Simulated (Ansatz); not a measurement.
The structure in question:

```
Ti
1.0
     2.79879    0.00000    0.00000
     0.00000    4.51529    0.00000
     0.00000    0.00000   24.12416
Ti
8
Direct
  0.50000 0.00000 0.31635
  0.00000 0.50000 0.36752
  0.50000 0.00000 0.42131
  0.50000 0.50000 0.47541
  0.00000 0.00000 0.52844
  0.50000 0.50000 0.58492
  0.50000 0.00000 0.63871
  0.00000 0.50000 0.68365
```

> What would you see if this were drawn?

The element is titanium. The cell holds eight atoms.

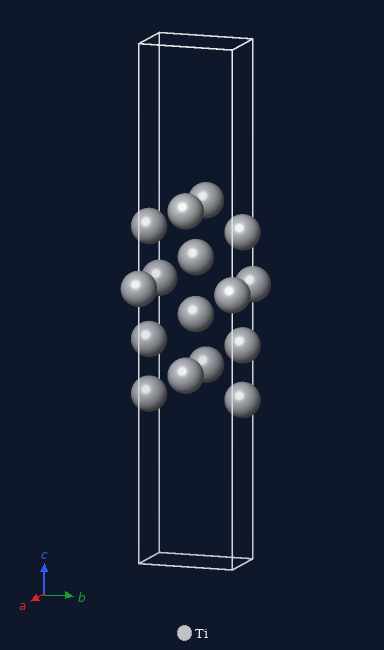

Crystal structure, spheres-only style, seen slightly off an axis. Thin lines show the simulation cell, with boundary atoms drawn in all their periodic places. Colours: titanium light grey.

It goes back to a structure listed in the Materials Project, from which a slab was cut. The atoms were relaxed in a fixed cell with Ansatz, DFT PBEsol, scalar-relativistic, plane waves, PAW.
